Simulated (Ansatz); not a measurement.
# Sr$_{8}$Ti$_{8}$O$_{24}$: single-point calculation

The run: single-point calculation of Sr$_{8}$Ti$_{8}$O$_{24}$ (P1, 40 atoms in the cell). Method and program: DFT, PBEsol, PAW, plane waves (Ansatz 0.2.0).

The structure was built on a prototype by a generator; it need not be a known phase.

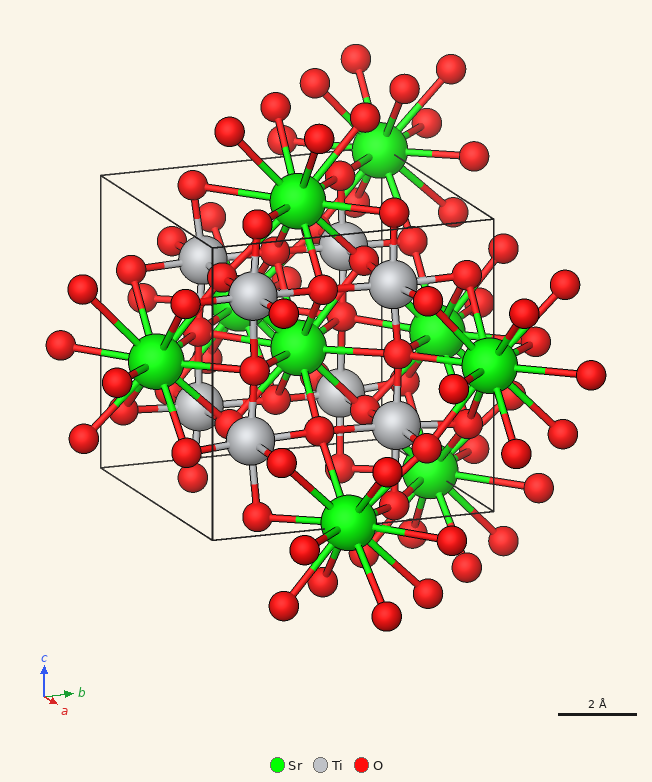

Figure 1. The structure (ball-and-stick view of the cell of the calculation, seen slightly off an axis; bonded neighbours outside the cell are drawn too).

The input
```yaml
crystal:
  lattice:
    - [7.782821, 0.000000, 0.000000]
    - [0.000000, 7.782821, 0.000000]
    - [0.000000, 0.000000, 7.782821]
  atoms:
    - { symbol: Sr, position: [0.022101, 0.984567, 0.994049] }
    - { symbol: Sr, position: [0.994318, 0.988404, 0.498428] }
    - { symbol: Sr, position: [0.985735, 0.490373, 0.008056] }
    - { symbol: Sr, position: [0.005805, 0.491549, 0.515418] }
    - { symbol: Sr, position: [0.492216, 0.976403, 0.015186] }
    - { symbol: Sr, position: [0.509185, 0.995328, 0.490014] }
    - { symbol: Sr, position: [0.510557, 0.498472, 0.989430] }
    - { symbol: Sr, position: [0.502665, 0.504407, 0.485034] }
    - { symbol: Ti, position: [0.238702, 0.254934, 0.243596] }
    - { symbol: Ti, position: [0.243536, 0.266853, 0.745101] }
    - { symbol: Ti, position: [0.243932, 0.754397, 0.242467] }
    - { symbol: Ti, position: [0.258911, 0.759994, 0.747276] }
    - { symbol: Ti, position: [0.739658, 0.238670, 0.252245] }
    - { symbol: Ti, position: [0.755040, 0.241013, 0.751003] }
    - { symbol: Ti, position: [0.747926, 0.753431, 0.257028] }
    - { symbol: Ti, position: [0.750073, 0.740921, 0.740368] }
    - { symbol: O, position: [0.233965, 0.234785, 0.001447] }
    - { symbol: O, position: [0.248261, 0.247658, 0.503147] }
    - { symbol: O, position: [0.265613, 0.745670, 0.990980] }
    - { symbol: O, position: [0.276651, 0.748595, 0.512358] }
    - { symbol: O, position: [0.750344, 0.259308, 0.992815] }
    - { symbol: O, position: [0.740665, 0.252797, 0.490999] }
    - { symbol: O, position: [0.747299, 0.746600, 0.984289] }
    - { symbol: O, position: [0.752471, 0.759552, 0.501449] }
    - { symbol: O, position: [0.020384, 0.237875, 0.246358] }
    - { symbol: O, position: [0.998248, 0.254449, 0.749855] }
    - { symbol: O, position: [0.008178, 0.758848, 0.242440] }
    - { symbol: O, position: [0.006490, 0.763853, 0.744002] }
    - { symbol: O, position: [0.514240, 0.254198, 0.251710] }
    - { symbol: O, position: [0.487841, 0.238297, 0.748586] }
    - { symbol: O, position: [0.494661, 0.743779, 0.247405] }
    - { symbol: O, position: [0.498278, 0.738050, 0.759405] }
    - { symbol: O, position: [0.242578, 0.984127, 0.258858] }
    - { symbol: O, position: [0.261359, 0.004863, 0.740916] }
    - { symbol: O, position: [0.254543, 0.521148, 0.245074] }
    - { symbol: O, position: [0.270089, 0.512118, 0.756380] }
    - { symbol: O, position: [0.752641, 0.006226, 0.237512] }
    - { symbol: O, position: [0.773272, 0.994461, 0.752744] }
    - { symbol: O, position: [0.753106, 0.477445, 0.264578] }
    - { symbol: O, position: [0.742103, 0.494834, 0.744354] }
  symmetry: { detect: false }
kpoints:
  mp_grid: { grid: [1, 1, 1], shift: [0.25, 0.25, 0.25] }
hamiltonian:
  xc: pbesol
scf:
  occupations: { method: fermi_dirac, width: 0.01 }
output:
  forces: true
  eigenvalues: true
  stress: true
  populations: true
  eigenstates: { kpoints: [[0.25, 0.25, 0.25]], e_range: [-6.0, 6.0], localisation: true }
```

Run on 7 threads of Arm Neoverse-V2, 28 GiB of memory available, shared host.

Launched with:
```bash
ansatz run in.yaml --threads 7 --pin off --max-ram 26600MiB --runs-dir r --events-out ev --progress --plain
```

Output
```
Pseudopotentials: kind: paw
Functional definition: PBEsol
  exchange = pbesol_x
  correlation = pbesol_c
Crystal: 40 atoms, lattice volume = 471.423 Å³
Basis set: ecut = 420 eV, 9171 PW (Γ), exchange–correlation on 108×108×108 points (8 copies of the dense FFT grid, shifted against one another)
Bands: 200, of which v1, the nominal top of the filled ones, is band 160 counted from 1 (159 counted from 0)
Symmetry: 1 space group operations
k-points: 1
Non-local potential: Sr, projectors of the file, l = 0: 3, l = 1: 2, l = 2: 2
Non-local potential: Ti, projectors of the file, l = 0: 3, l = 1: 2, l = 2: 3, l = 3: 1
Non-local potential: O, projectors of the file, l = 0: 2, l = 1: 2, l = 2: 1
PAW form: soft (Blöchl's): semilocal exchange-correlation on the pseudo side does not see the compensation charge
PAW frozen core: Sr, regenerated for the run's functional, and the local potential with it (the file was generated under x = pbe(κ = 0.804, μ = 0.2195149727645171), c = pbe(β = 0.06672455060314922))
PAW frozen core: Ti, regenerated for the run's functional, and the local potential with it (the file was generated under x = pbe(κ = 0.804, μ = 0.2195149727645171), c = pbe(β = 0.06672455060314922))
PAW frozen core: O, regenerated for the run's functional, and the local potential with it (the file was generated under x = pbe(κ = 0.804, μ = 0.2195149727645171), c = pbe(β = 0.06672455060314922))
PAW one-centre angular grid: Sr, 110 points (default); XC on 64 Gauss nodes
PAW one-centre angular grid: Ti, 590 points (default); XC on 64 Gauss nodes
PAW one-centre angular grid: O, 110 points (default); XC on 64 Gauss nodes
Initial density: superposition of atomic densities (neutral atoms: chi_scale 0, normalization atom), corrected by the library's trained network
Initial wavefunctions: pseudopotential atomic-orbital guess
Functional: x = pbesol(κ = 0.804, μ = 0.12345679012345678), c = pbesol(β = 0.046)
SCF iter   1: F=—  HF=-61254.378162 eV  |F-HF|=—  |Δ(HF+E_count)|=         —  Δρ=1.70e-2  dr2=1.15e0  ethr=1.77e-3  ⟨swp⟩=7.0  Hψ=903  notcnv=0  defer=10
preconditioner: auto → Resta (q_TF=auto, 2.558 Å⁻¹)  ε∞=5.7  [insulator: Δε(μ)=1.880 eV  Ē_g=12.186 eV  σ=0.010 eV  W_gap=1.00  n_scr=146 (ndim 8)  ℏωp=26.5 eV  f_vac=0.001  D(μ)=0.00/eV (n_scr^D=0)  ε∞_Penn≈5.7]
SCF iter   2: F=—  HF=-61254.133613 eV  |F-HF|=—  |Δ(HF+E_count)|=   2.45e-1  Δρ=4.31e-3  dr2=9.79e-2  ethr=3.59e-4  ⟨swp⟩=2.0  Hψ=308  notcnv=0  defer=34
SCF iter   3: F=—  HF=-61254.117933 eV  |F-HF|=—  |Δ(HF+E_count)|=   1.57e-2  Δρ=1.29e-3  dr2=8.28e-3  ethr=3.06e-5  ⟨swp⟩=2.0  Hψ=244  notcnv=0  defer=34
SCF iter   4: F=—  HF=-61254.116979 eV  |F-HF|=—  |Δ(HF+E_count)|=   9.54e-4  Δρ=1.64e-4  dr2=1.44e-4  ethr=2.59e-6  ⟨swp⟩=2.0  Hψ=244  notcnv=0  defer=34
SCF iter   5: F=—  HF=-61254.117027 eV  |F-HF|=—  |Δ(HF+E_count)|=   4.82e-5  Δρ=4.57e-5  dr2=1.31e-5  ethr=4.51e-8  ⟨swp⟩=2.0  Hψ=283  notcnv=0  defer=34
SCF iter   6: F=—  HF=-61254.118003 eV  |F-HF|=—  |Δ(HF+E_count)|=   9.76e-4  Δρ=1.79e-5  dr2=1.59e-6  ethr=4.10e-9  ⟨swp⟩=2.0  Hψ=326  notcnv=0  defer=34
SCF iter   7: F=—  HF=-61254.118003 eV  |F-HF|=—  |Δ(HF+E_count)|=   1.10e-7  Δρ=5.38e-6  dr2=1.58e-7  ethr=4.97e-10  ⟨swp⟩=2.0  Hψ=239  notcnv=0  defer=34
SCF iter   8: F=-61254.118003 eV  HF=-61254.118003 eV  |F-HF|=2.52e-9  |Δ(HF+E_count)|=   2.09e-8  Δρ=1.69e-6  dr2=7.68e-9  ethr=3.13e-11  ⟨swp⟩=15.0  Hψ=1089  notcnv=0
SCF 1 converged in 8 iterations: F = -61254.118003 eV  dr2 = 7.68e-9
  greatest PAW one-centre occupation: 0.999 electrons in one spin orbital (limit 2), on the Ti atom at site 11 (counted from 0), in its partial waves of l = 0
NSCF: frozen V_eff on 1 k-points
SCF converged after 8 iterations
Free energy (F): -61254.118003 eV
Harris-Foulkes:  -61254.118003 eV  (|F-HF|=2.52e-9)
Internal energy: -61254.118003 eV  (E = F + TS)
E sigma→0 (E₀):  -61254.118003 eV
Fermi energy:    11.133213 eV
--- Per-component energies (eV) ---
  E_band       = -1612.254343
  E_kinetic    = 8386.279673
  E_local      = -19190.256868  (includes V_loc(G=0)·N_el)
  E_nonlocal   = 2816.815308
  E_hartree    = 6727.507881
  E_xc         = -3931.144398
  E_vxc        = -4556.056706  (∫ρ·V_xc dr)
  E_paw        = -32973.424652  (= ΣΔE_a)
  E_vpaw       = -2524.109297  (= ΣTr[D̂ρ^β])
  E_aug_tail   = 0.059759  (compensation charges beyond the density's cutoff)
  E_ewald      = -23092.991470
  E_core_change = 3.036764  (= ΣΔE_core)
  E_smearing   = -0.000000  (= −TS)
  E_closure    = -0.000000  (closes the sum)
  Σ components = -61254.118003   (vs F -61254.118003, Δ=0.00e0)
--- Forces (eV/Å), atoms counted from 1 ---
  atom   1  Sr    -0.82317630     0.37696109    -0.44780853
  atom   2  Sr     0.93381086     0.52657541     0.42195753
  atom   3  Sr     0.26530037     0.34337784    -0.21802478
  atom   4  Sr    -0.09610983     0.25889312    -0.52604708
  atom   5  Sr     0.34954326     0.90518008    -1.31755402
  atom   6  Sr    -1.19889246     0.55827830     1.04773535
  atom   7  Sr    -0.40587987    -0.09327970    -0.01801907
  atom   8  Sr    -0.38668135    -0.48133605     0.56804140
  atom   9  Ti     2.10682478    -0.09354151     0.36476846
  atom  10  Ti     2.39876765    -1.29807997     0.21361970
  atom  11  Ti     0.95274295    -1.09719223     0.41421240
  atom  12  Ti    -0.43373239     0.61353255    -0.57308827
  atom  13  Ti     0.94644261     1.77821693    -0.63602763
  atom  14  Ti    -1.67498679    -0.67006379     0.22830225
  atom  15  Ti    -0.09700436    -1.12012393    -1.88571316
  atom  16  Ti    -0.04356263     0.42515747     2.45481315
  atom  17  O      0.71630204     0.59942563     0.23213073
  atom  18  O     -0.21469842     0.79576198    -1.10010216
  atom  19  O     -0.74595505     0.77631583     1.88049458
  atom  20  O     -0.76515531    -0.14809148    -2.12701894
  atom  21  O      0.23050322    -0.19830957     0.25364005
  atom  22  O      0.85755852    -1.05946190     1.66951894
  atom  23  O      0.34574839    -0.37454173     2.50679529
  atom  24  O     -0.13568297    -0.10967154    -2.13577709
  atom  25  O     -3.00300770     0.40123782     0.47360639
  atom  26  O     -0.07331704     0.47538617    -0.33281155
  atom  27  O     -2.84632569    -0.49403579     0.40124636
  atom  28  O     -0.55836307    -1.25802002    -0.17145206
  atom  29  O     -2.93806248    -0.55887307    -0.41697695
  atom  30  O      1.55802410     0.40477522     0.21048880
  atom  31  O      3.05712552     0.55499710     0.15146644
  atom  32  O      2.44984308     0.87060306    -0.57066938
  atom  33  O      0.96684485     2.97157566    -0.26112390
  atom  34  O     -0.67681937    -0.16289287     0.49684184
  atom  35  O     -0.46235931    -3.90468049     0.22616892
  atom  36  O     -1.29122260    -2.40933309    -0.17698873
  atom  37  O      0.05909936    -3.23727753     0.34692436
  atom  38  O     -0.91783624     0.81058292    -0.47746464
  atom  39  O      0.89938127     3.87523712    -0.63648825
  atom  40  O      0.69497770     0.44673872    -0.53360941
  max |Σ_I F_I| component: 9.28e-6 eV/Å
--- Stress (GPa, compression-positive) ---
        4.544078      -0.614902      -0.600512
       -0.614902       4.168155      -1.019906
       -0.600512      -1.019906       3.020920
  P = ⅓ Tr σ = 3.9111 GPa (39.111 kbar)
--- Band table (eV) ---
  k-point 0: bands = ["-46.8775", "-46.1041", "-46.0324", "-46.0251", "-45.7976", "-45.7211", "-45.7144", "-45.3647", "-23.2838", "-23.2340", "-23.2274", "-22.8999", "-22.7694", "-22.7229", "-22.6165", "-22.5751", "-22.5594", "-22.5278", "-22.4886", "-22.4700", "-22.4494", "-22.4451", "-22.4361", "-22.4174", "-22.3998", "-22.3787", "-22.3414", "-22.3199", "-22.2893", "-22.2766", "-22.2703", "-22.2582", "-22.2321", "-22.2083", "-22.1743", "-22.1413", "-22.0789", "-21.9064", "-21.8592", "-21.8152",
      "-7.8311", "-7.6096", "-7.5206", "-7.3220", "-7.1933", "-7.1013", "-6.9533", "-6.7854", "-6.7145", "-6.6388", "-6.5434", "-6.4422", "-6.3841", "-6.3700", "-6.3128", "-6.2714", "-6.2460", "-6.1861", "-6.1086", "-6.0742", "-5.9935", "-5.9581", "-5.8556", "-5.5748", "-4.8780", "-4.8361", "-4.7789", "-4.7264", "-4.6860", "-4.6022", "-4.5736", "-4.5581", "-4.5157", "-4.4940", "-4.4247", "-4.3905", "-4.3680", "-4.3562", "-4.3101", "-4.2636",
      "-4.1905", "-4.1793", "-4.0802", "-4.0361", "-4.0127", "-3.9664", "-3.9456", "-3.8763", "5.2011", "5.4045", "5.4638", "5.4792", "5.5352", "5.6228", "5.6445", "5.7637", "5.8051", "5.9039", "5.9613", "6.0304", "6.0823", "6.1316", "6.1591", "6.2387", "6.3294", "6.3981", "6.4110", "6.4386", "6.4985", "6.5855", "6.6484", "6.7215", "6.7423", "6.7972", "6.8357", "6.8957", "6.9472", "6.9753", "7.0486", "7.0871",
      "7.1380", "7.1656", "7.2222", "7.2417", "7.3145", "7.3761", "7.4138", "7.7258", "7.8161", "7.9234", "7.9571", "8.0581", "8.2068", "8.3140", "8.3521", "8.4220", "8.4857", "8.5288", "8.5820", "8.6191", "8.6705", "8.6968", "8.7641", "8.8408", "8.8718", "8.9311", "8.9826", "8.9986", "9.0340", "9.1161", "9.1645", "9.2946", "9.3688", "9.4203", "9.4725", "9.6834", "9.7731", "9.8324", "9.9368", "10.1193",
      "12.1471", "12.2335", "12.2777", "12.6974", "12.7711", "12.7873", "13.3083", "13.3622", "13.5664", "13.6962", "13.7245", "13.7914", "13.8364", "13.8943", "13.9832", "14.0188", "14.0686", "14.1623", "14.1922", "14.2661", "14.3225", "14.4696", "14.5079", "14.5947", "14.6744", "14.7667", "15.1814", "15.3519", "15.4497", "15.8405", "15.9926", "16.0166", "16.0731", "16.1150", "16.6314", "16.7229", "16.8424", "16.9191", "17.1268", "17.1816"]
--- Löwdin populations: 40 sites ---
  site symbol       q [e]
     0     Sr      8.2710
     1     Sr      8.2736
     2     Sr      8.2773
     3     Sr      8.2774
     4     Sr      8.2734
     5     Sr      8.2738
     6     Sr      8.2756
     7     Sr      8.2740
     8     Ti     10.8606
     9     Ti     10.8452
    10     Ti     10.8854
    11     Ti     10.8767
    12     Ti     10.8853
    13     Ti     10.8344
    14     Ti     10.8345
    15     Ti     10.8517
    16      O      6.8485
    17      O      6.8473
    18      O      6.8705
    19      O      6.8679
    20      O      6.8563
    21      O      6.8524
    22      O      6.8741
    23      O      6.8055
    24      O      6.7387
    25      O      6.8283
    26      O      6.8346
    27      O      6.9068
    28      O      6.8093
    29      O      6.8470
    30      O      6.8630
    31      O      6.8234
    32      O      6.8427
    33      O      6.8632
    34      O      6.8383
    35      O      6.8367
    36      O      6.8077
    37      O      6.8407
    38      O      6.8842
    39      O      6.8599
  spilling = 0.008385 (of n_electrons = 320.000000)
```

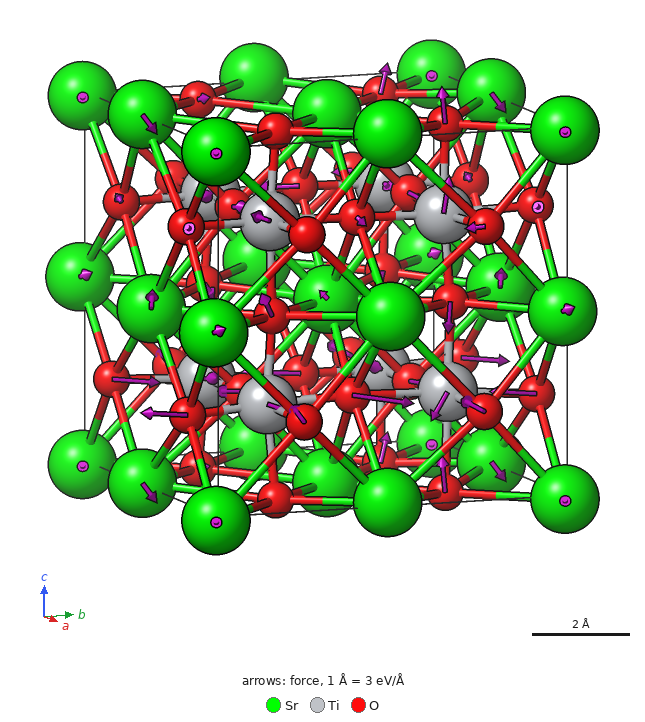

Figure 2. Forces on the atoms as pink arrows (ball-and-stick view of the cell of the calculation, seen slightly off an axis). The largest act on O39 (4.03 eV/Å); O35 (3.94 eV/Å); O37 (3.26 eV/Å); O33 (3.14 eV/Å), among others. Atoms are counted from 1 in the order of the input and aren't labelled in the picture. 

Summary

```json
{"quantity": "outcome", "value": "converged"}
{"quantity": "space group (tolerance 0.01 Å)", "value": "P1 (1)"}
{"quantity": "electrons treated", "value": "320"}
{"quantity": "free energy", "value": "−61254.1180 eV"}
{"quantity": "Fermi energy", "value": "11.133 eV"}
{"quantity": "pressure", "value": "3.91 GPa"}
{"quantity": "largest force (length of the vector)", "value": "4.029 eV/Å"}
{"quantity": "wall time", "value": "11 s (CPU time 56 s)"}
{"quantity": "peak memory", "value": "1.1 GiB"}
```

Remarks

The k-point mesh is coarse for a cell of this size, so the results may not be converged.
